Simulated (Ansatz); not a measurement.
## Two runs on Mo

System: Mo (Im-3m, 1 atom in the cell).
Method of run A: DFT, revPBE, plane waves, PAW, no spin polarisation (Ansatz 0.2.0).

The structure derives from an entry of the Crystallography Open Database. Text and figures count atoms from 1; the logs count them from 0 in places.

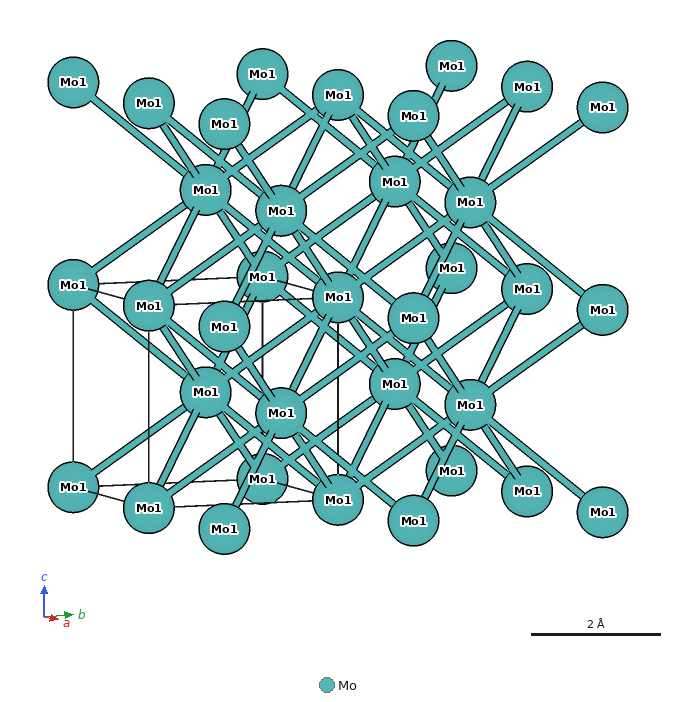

Figure 1. The structure (ball-and-stick view of the cell 2 times as large as that of the calculation, set on its symmetry axes, repeated 2 × 2 × 2, seen slightly off an axis; atoms are numbered from 1 in the order of the input). Near neighbours in the crystal (not all of them lie inside the picture): Mo has 8 Mo at 2.75 Å.

**The input, run A**
```yaml
crystal:
  lattice:
    - [-1.58932724, 1.58932724, 1.58932724]
    - [1.58932724, -1.58932724, 1.58932724]
    - [1.58932724, 1.58932724, -1.58932724]
  atoms:
    - { symbol: Mo, position: [0.0, 0.0, 0.0] }
  symmetry: { tolerance: 0.0003 }
kpoints:
  mp_grid: { grid: [8, 8, 8], shift: [0, 0, 0] }
magnetization:
  spin_polarized: false
scf:
  occupations: { method: fermi_dirac, width: 0.0238 }
hamiltonian:
  pseudopotentials: { kind: paw }
  xc: revpbe
basis:
  ecutwfc: 500
output:
  forces: true
  stress: true
  eigenvalues: true
```

Command:
```bash
ansatz run input.yaml --threads 1 --pin off --max-ram 2560MiB --backend cpu --events-out ev --progress --plain --runs-dir out
```

Hardware: 1 thread of Arm Neoverse V1, 24 GiB of memory available, shared host.

**Output, shortened to warnings, some set-up lines, iterations and results (run A)**
```
Basis set: ecut = 500 eV, 381 PW (Γ), exchange–correlation on 48×48×48 points (8 copies of the dense FFT grid, shifted against one another)
Symmetry: 48 space group operations
k-points: 29 of 512
Initial density: superposition of atomic densities (neutral atoms: chi_scale 0, normalization atom), corrected by the library's trained network
[...]
SCF iter   1: F=—  HF=-4960.989003 eV  |F-HF|=—  |Δ(HF+E_count)|=         —  Δρ=2.80e-3  dr2=8.35e-4  ethr=1.77e-3  ⟨swp⟩=5.5  Hψ=1924  notcnv=0
SCF iter   2: F=—  HF=-4960.989053 eV  |F-HF|=—  |Δ(HF+E_count)|=   5.09e-5  Δρ=1.36e-3  dr2=1.17e-4  ethr=5.97e-6  ⟨swp⟩=2.9  Hψ=778  notcnv=0
SCF iter   3: F=—  HF=-4960.989080 eV  |F-HF|=—  |Δ(HF+E_count)|=   2.66e-5  Δρ=3.94e-4  dr2=1.39e-5  ethr=8.39e-7  ⟨swp⟩=1.8  Hψ=460  notcnv=0
SCF iter   4: F=—  HF=-4960.989082 eV  |F-HF|=—  |Δ(HF+E_count)|=   1.57e-6  Δρ=4.68e-5  dr2=8.91e-8  ethr=9.93e-8  ⟨swp⟩=2.0  Hψ=376  notcnv=0
SCF iter   5: F=-4960.989082 eV  HF=-4960.989082 eV  |F-HF|=4.00e-9  |Δ(HF+E_count)|=   2.59e-8  Δρ=1.33e-5  dr2=8.60e-9  ethr=6.37e-10  ⟨swp⟩=2.3  Hψ=514  notcnv=0
SCF iter   6: F=-4960.989082 eV  HF=-4960.989082 eV  |F-HF|=1.66e-10  |Δ(HF+E_count)|=   2.52e-9  Δρ=3.63e-6  dr2=4.90e-10  ethr=6.14e-11  ⟨swp⟩=1.5  Hψ=1005  notcnv=0
SCF 1 converged in 6 iterations: F = -4960.989082 eV  dr2 = 4.90e-10
SCF converged after 6 iterations
Free energy (F): -4960.989082 eV
Harris-Foulkes:  -4960.989082 eV  (|F-HF|=1.66e-10)
Internal energy: -4960.987244 eV  (E = F + TS)
E sigma→0 (E₀):  -4960.988163 eV
Entropy (-TS):   -0.001838 eV (-1.838 meV/atom)
Fermi energy:    20.384067 eV
--- Per-component energies (eV) ---
  E_band       = -63.060081
  E_kinetic    = 439.866137
  E_local      = -802.224997  (includes V_loc(G=0)·N_el)
  E_nonlocal   = 141.675267
  E_hartree    = 264.694957
  E_xc         = -183.389362
  E_vxc        = -228.659824  (∫ρ·V_xc dr)
  E_paw        = -3205.904140  (= ΣΔE_a)
  E_vpaw       = -143.106431  (= ΣTr[D̂ρ^β])
  E_aug_tail   = 0.000004  (compensation charges beyond the density's cutoff)
  E_ewald      = -1615.639522
  E_core_change = -0.065588  (= ΣΔE_core)
  E_smearing   = -0.001838  (= −TS)
  E_closure    = 0.000000  (closes the sum)
  Σ components = -4960.989082   (vs F -4960.989082, Δ=0.00e0)
--- Forces (eV/Å), atoms counted from 1 ---
  atom   1  Mo    -0.00000000     0.00000000     0.00000000
  max |Σ_I F_I| component: 8.83e-32 eV/Å
--- Stress (GPa, compression-positive) ---
       -1.236795      -0.000000      -0.000000
        0.000000      -1.236795       0.000000
        0.000000      -0.000000      -1.236795
  P = ⅓ Tr σ = -1.2368 GPa (-12.368 kbar)
```

The input of run B differs as follows (lines with − go, lines with + come):
```diff
+  hubbard: { sites: [{ species: Mo, l: d, u_eff: 4.0 }], double_counting: amf }
+  write_density: true
+  write_potential: true
+  elf: true
+  volumetric_format: npy
```

How does run B compare with run A?

The total energies belong to different models, so their difference says nothing on which is more stable or more accurate. The pressure goes from −1.24 to 3.06 GPa. The SCF takes 7 iterations against 6. The two runs start from different initial densities, which also moves the count.

**Output, shortened to warnings, some set-up lines, iterations and results (run B)**
```
Basis set: ecut = 500 eV, 381 PW (Γ), exchange–correlation on 48×48×48 points (8 copies of the dense FFT grid, shifted against one another)
Symmetry: 48 space group operations
k-points: 29 of 512
Initial density: superposition of atomic densities (chi_scale 0.1, normalization cell)
[...]
SCF iter   1: F=—  HF=-4961.622944 eV  |F-HF|=—  |Δ(HF+E_count)|=         —  Δρ=1.07e-1  dr2=1.86e0  ethr=3.10e-3  ⟨swp⟩=5.2  Hψ=1844  notcnv=0
SCF iter   2: F=—  HF=-4961.062394 eV  |F-HF|=—  |Δ(HF+E_count)|=   5.61e-1  Δρ=3.37e-2  dr2=6.01e-2  ethr=3.10e-3  ⟨swp⟩=2.2  Hψ=849  notcnv=0  defer=4
SCF iter   3: F=—  HF=-4961.097698 eV  |F-HF|=—  |Δ(HF+E_count)|=   3.53e-2  Δρ=1.65e-2  dr2=1.37e-2  ethr=4.29e-4  ⟨swp⟩=1.2  Hψ=349  notcnv=0  defer=4
SCF iter   4: F=—  HF=-4961.125001 eV  |F-HF|=—  |Δ(HF+E_count)|=   2.73e-2  Δρ=2.86e-3  dr2=4.59e-4  ethr=9.78e-5  ⟨swp⟩=2.0  Hψ=456  notcnv=0  defer=4
SCF iter   5: F=—  HF=-4961.127174 eV  |F-HF|=—  |Δ(HF+E_count)|=   2.17e-3  Δρ=4.64e-4  dr2=9.93e-6  ethr=3.28e-6  ⟨swp⟩=2.3  Hψ=528  notcnv=0  defer=4
SCF iter   6: F=—  HF=-4961.127211 eV  |F-HF|=—  |Δ(HF+E_count)|=   3.70e-5  Δρ=3.41e-5  dr2=6.74e-8  ethr=7.14e-10  ⟨swp⟩=8.0  Hψ=2279  notcnv=0
SCF iter   7: F=-4961.127211 eV  HF=-4961.127211 eV  |F-HF|=9.75e-10  |Δ(HF+E_count)|=   4.02e-8  Δρ=3.55e-6  dr2=2.00e-9  ethr=4.81e-10  ⟨swp⟩=4.9  Hψ=1670  notcnv=0
SCF 1 converged in 7 iterations: F = -4961.127211 eV  dr2 = 2.00e-9
SCF converged after 7 iterations
Free energy (F): -4961.127211 eV
Harris-Foulkes:  -4961.127211 eV  (|F-HF|=9.75e-10)
Internal energy: -4961.124470 eV  (E = F + TS)
E sigma→0 (E₀):  -4961.125841 eV
Entropy (-TS):   -0.002741 eV (-2.741 meV/atom)
Fermi energy:    20.479530 eV
--- Per-component energies (eV) ---
  E_band       = -63.402676
  E_kinetic    = 439.993910
  E_local      = -802.101159  (includes V_loc(G=0)·N_el)
  E_nonlocal   = 141.564537
  E_hartree    = 264.715144
  E_xc         = -183.464427
  E_vxc        = -228.749085  (∫ρ·V_xc dr)
  E_hubbard    = -0.232709  (on-site DFT+U / exact-exchange correction)
  E_vhub       = -0.465409  (the Hubbard potential's part of the band-sum identity)
  E_paw        = -3205.894660  (= ΣΔE_a)
  E_vpaw       = -143.074450  (= ΣTr[D̂ρ^β])
  E_aug_tail   = 0.000004  (compensation charges beyond the density's cutoff)
  E_ewald      = -1615.639522
  E_core_change = -0.065588  (= ΣΔE_core)
  E_smearing   = -0.002741  (= −TS)
  E_closure    = 0.000000  (closes the sum)
  Σ components = -4961.127211   (vs F -4961.127211, Δ=0.00e0)
DFT+U double counting: amf (around mean field; hamiltonian.hubbard.double_counting)
--- Forces (eV/Å), atoms counted from 1 ---
  atom   1  Mo    -0.00000000    -0.00000000    -0.00000000
  max |Σ_I F_I| component: 6.98e-32 eV/Å
--- Stress (GPa, compression-positive) ---
        3.061270      -0.000000       0.000000
       -0.000000       3.061270       0.000000
        0.000000       0.000000       3.061270
  P = ⅓ Tr σ = 3.0613 GPa (30.613 kbar)
Occupation matrices written to [file]
```

**The two runs side by side**

| quantity | run A | run B |
| --- | --- | --- |
| outcome | converged | converged |
| free energy per atom (eV) | −4960.9891 | −4961.1272 |
| energy per atom, smearing taken to zero (eV) | −4960.9882 | −4961.1258 |
| pressure (GPa) | −1.24 | 3.06 |
| largest force (eV/Å) | 0.000 | 0.000 |
| SCF iterations | 6 | 7 |
| irreducible k-points | 29 | 29 |
| plane waves at Γ | 381 | 381 |
| wall time (shared host) | 0.72 s | 1.5 s |
